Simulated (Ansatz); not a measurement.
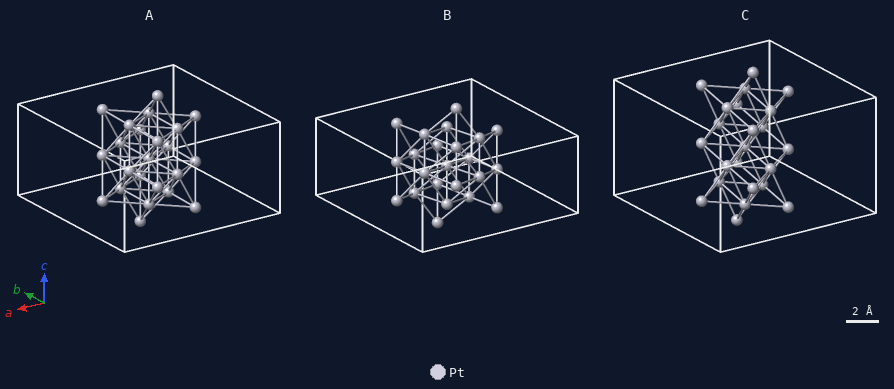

3 geometries from one relaxation of a wire of composition Pt, in shuffled order. A ball-and-stick model of the 2 repeat of the cell, with the vacuum cut short, seen from a free direction.

Case: wire along [0 0 1], 9 atoms a period.

Computed with DFT PBE, scalar-relativistic, plane waves, PAW in Ansatz. Settings: plane-wave cutoff 420 eV; k-point mesh 1 × 1 × 14; occupations gaussian; smearing width 0.05 eV; no spin polarisation; cell relaxed at fixed a, b, alpha, beta, gamma; force threshold 0.02 eV/Å; at most 45 steps.

Put them in the order of the run, from the start to the converged end.

Answer. C, A, B. They are steps 0, 6, 14, at +4.288 eV per cell of the calculation, +1.959 eV per cell of the calculation relative to the last. The energy falls by 4.288 eV per cell of the calculation in 12 accepted moves (14 points after the start). The largest force component goes from 1.2 to 0.01 eV/Å. The line search rejected the trial step at point 10 of the run. At 1 point the geometry stayed and the basis and grid were re-selected for the new cell (energy shift of 14.0 meV per cell of the calculation at most each time). The largest moves, 0.53 Å, are those of Pt atoms. Along the periodic axis the drawn cell goes c 7.940 → 5.293 Å (−33.3 %). Among the contacts that change: Pt–Pt 3.970 → 2.646 Å, Pt–Pt 2.807 → 3.554 Å, Pt–Pt 2.807 → 3.251 Å, Pt–Pt 2.807 → 2.661 Å. New bonds form, among them: Pt–Pt (3.97 → 2.65 Å). Bond angles that change, for instance: Pt–Pt–Pt 90.0° → 55.5°, Pt–Pt–Pt 90.0° → 59.6°, Pt–Pt–Pt 90.0° → 119.5°. The run took 4.2 min on 4 threads of AMD EPYC 7R43 64-Core Processor (Zen 3), on a shared host, peak memory 1.7 GiB.

Limits of the set-up: the k-point mesh is coarse for a cell with partly filled bands.
